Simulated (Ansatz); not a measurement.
**Energy of Ag along an even scaling of the cell**

System: Ag (1 atom in the cell).
Method: Kohn-Sham DFT of a periodic cell, PBE, all-electron LAPW, scalar-relativistic, no spin polarisation (Ansatz 0.2.0).

The 7 runs differ only in the geometry, by an even scaling of the cell at fixed fractional positions. The structure derives from a Materials Project entry.

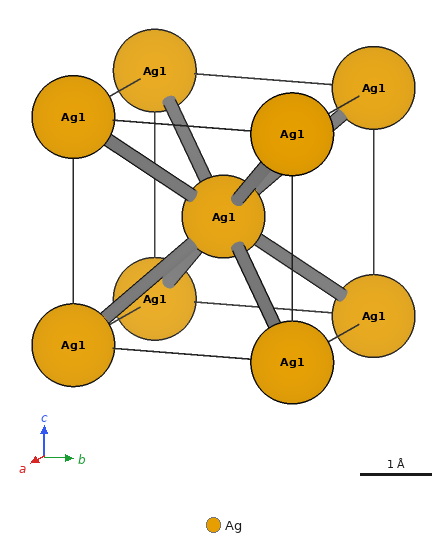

Figure 1. The structure of run 4 (ball-and-stick view of the cell 2 times as large as that of the calculation, set on its symmetry axes, seen slightly off an axis; atoms are numbered from 1 in the order of the input).

### Input of run 4
```yaml
crystal:
  lattice:
    - [-1.655654, 1.655654, 1.655654]
    - [1.655654, -1.655654, 1.655654]
    - [1.655654, 1.655654, -1.655654]
  atoms:
    - { symbol: Ag, position: [0.0, 0.0, 0.0] }
kpoints:
  mp_grid: { grid: [11, 11, 11] }
scf:
  occupations: { method: fermi_dirac, width: 0.05 }
hamiltonian:
  xc: pbe
  pseudopotentials: { kind: all_electron, lapw: { basis_error: 0.0005 } }
output:
  forces: true
  stress: true
  eigenvalues: true
```

Command:
```bash
ansatz run input.yaml --threads 1 --pin off --max-ram 3072MiB --backend cpu --events-out ev --progress --plain --runs-dir out
```

Lattice vectors (Å) and fractional positions of run 4:
```
  -1.655654    1.655654    1.655654
   1.655654   -1.655654    1.655654
   1.655654    1.655654   -1.655654
Ag  0.000000  0.000000  0.000000
```

Run 3 differs from it as follows:
```diff
-    - [-1.655654, 1.655654, 1.655654]
-    - [1.655654, -1.655654, 1.655654]
-    - [1.655654, 1.655654, -1.655654]
+    - [-1.6445418934, 1.6445418934, 1.6445418934]
+    - [1.6445418934, -1.6445418934, 1.6445418934]
+    - [1.6445418934, 1.6445418934, -1.6445418934]
```

### Results, with one run withheld

```csv
run,volume per atom (Å³),"free energy per atom, from the lowest run given (meV)",pressure (GPa)
1,17.065,14.37,5.47
2,17.428,4.73,3.09
3,17.791,?,?
4,18.154,0.00,−0.82
5,18.517,3.71,−2.42
6,18.880,10.80,−3.80
7,19.243,20.82,−5.01
```

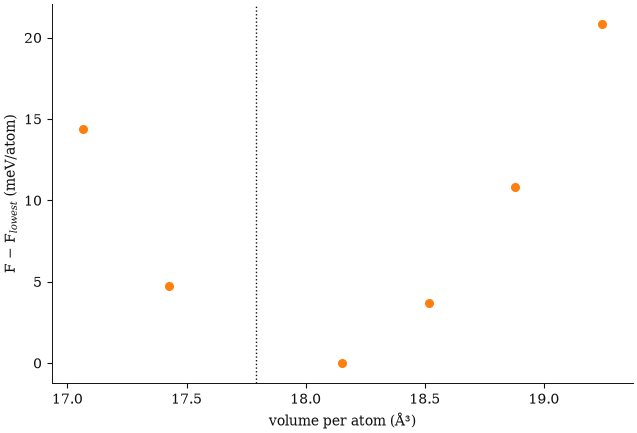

Figure 2. Free energy per atom of the runs given; the dotted line marks run 3.

Fit the runs given and predict run 3.

A cubic polynomial in V^(−2/3) (the Birch–Murnaghan form), fitted to the 6 runs given, misses them by under 0.01 meV per atom. With x = V^(−2/3) − 0.14460 Å⁻², it reads F = 0.18208 − 1148.7 x + 5.2481e+05 x² + 3.137e+06 x³ (meV per atom). At run 3 it gives 0.15 meV per atom, and the run itself gives 0.15. The slope of the fit gives a pressure −dF/dV of 1.00 GPa there, and the run prints 1.00 GPa. The fit has its minimum at 17.984 Å³ per atom, where V d²F/dV² gives 89.9 GPa: the bulk modulus at this level, since symmetry fixes the shape and the positions.

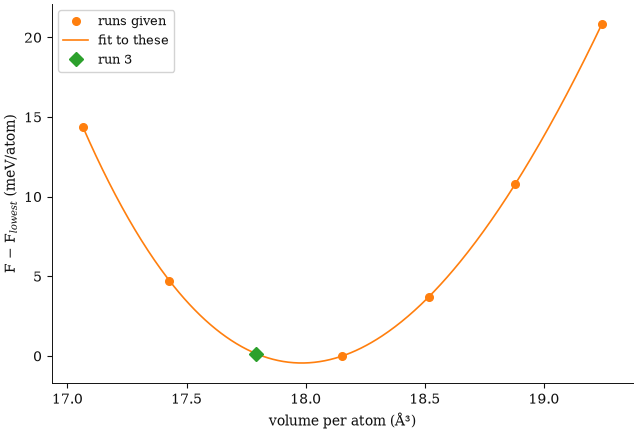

Figure 3. The fit and the withheld run.

### Output, shortened to warnings, some set-up lines, iterations and results (run 3)
```
Basis set: ecut = 266.7495208850717 eV, 177 PW (Γ), exchange–correlation at level 2
Symmetry: 48 space group operations
k-points: 56 of 1331
Initial density: superposition of atomic densities (chi_scale 0.1, normalization cell)
[...]
SCF iter   1: F=—  HF=-144656.501118 eV  |F-HF|=—  |Δ(HF+E_count)|=         —  Δρ=2.15e-2  dr2=5.52e-2  ethr=2.88e-4  ⟨swp⟩=3.1  Hψ=5548  notcnv=0
SCF iter   2: F=—  HF=-144656.321743 eV  |F-HF|=—  |Δ(HF+E_count)|=   1.79e-1  Δρ=3.78e-3  dr2=2.61e-3  ethr=1.37e-5  ⟨swp⟩=2.0  Hψ=3955  notcnv=0
SCF iter   3: F=—  HF=-144656.279365 eV  |F-HF|=—  |Δ(HF+E_count)|=   4.24e-2  Δρ=4.76e-3  dr2=3.23e-3  ethr=1.37e-5  ⟨swp⟩=3.0  Hψ=2499  notcnv=0
SCF iter   4: F=—  HF=-144656.278262 eV  |F-HF|=—  |Δ(HF+E_count)|=   1.10e-3  Δρ=7.52e-4  dr2=8.32e-5  ethr=1.37e-5  ⟨swp⟩=2.0  Hψ=2108  notcnv=0
SCF iter   5: F=—  HF=-144656.278298 eV  |F-HF|=—  |Δ(HF+E_count)|=   3.61e-5  Δρ=2.09e-5  dr2=4.44e-8  ethr=4.38e-7  ⟨swp⟩=2.1  Hψ=2109  notcnv=0
SCF iter   6: F=-144656.278297 eV  HF=-144656.278297 eV  |F-HF|=1.80e-8  |Δ(HF+E_count)|=   5.11e-7  Δρ=6.17e-6  dr2=3.78e-9  ethr=2.34e-10  ⟨swp⟩=3.2  Hψ=2425  notcnv=0
SCF 1 converged in 6 iterations: F = -144656.278297 eV  dr2 = 3.78e-9
SCF converged after 6 iterations
Free energy (F): -144656.278297 eV
Harris-Foulkes:  -144656.278297 eV  (|F-HF|=1.80e-8)
Internal energy: -144656.274756 eV  (E = F + TS)
E sigma→0 (E₀):  -144656.276527 eV
Entropy (-TS):   -0.003541 eV (-3.541 meV/atom)
Fermi energy:    17.794388 eV
--- Per-component energies (eV) ---
  E_band       = -223.429562
  E_kinetic    = 151247.876339
  E_xc         = -4066.582559
  E_electrostatic = -291837.568537  (all electrons and nuclei)
  E_smearing   = -0.003541  (= −TS)
  E_closure    = 0.000000  (closes the sum)
  E_atoms      = -144653.584547  (free atoms, spherical and without spin; not in F)
  Σ components = -144656.278297   (vs F -144656.278297, Δ=0.00e0)
  Basis errors (estimates in eV, not in F): energy 1.3e-4 per atom: plane waves 1.2e-4 (6.4e-5 summed), levels above the bands 2.0e-122, relativity 1.8e-8, radial functions 5.8e-6, core shells 7.2e-7; eigenvalues (radial functions only) 4.3e-5; not estimated: angular momenta, meshes, grids; target …
--- Forces (eV/Å), atoms counted from 1 ---
  atom   1  Ag    -0.00000000     0.00000000     0.00000000
  max |Σ_I F_I| component: 6.16e-32 eV/Å
--- Stress (GPa, compression-positive) ---
        1.001238      -0.000000       0.000000
       -0.000000       1.001238       0.000000
        0.000000       0.000000       1.001238
  P = ⅓ Tr σ = 1.0012 GPa (10.012 kbar)
```
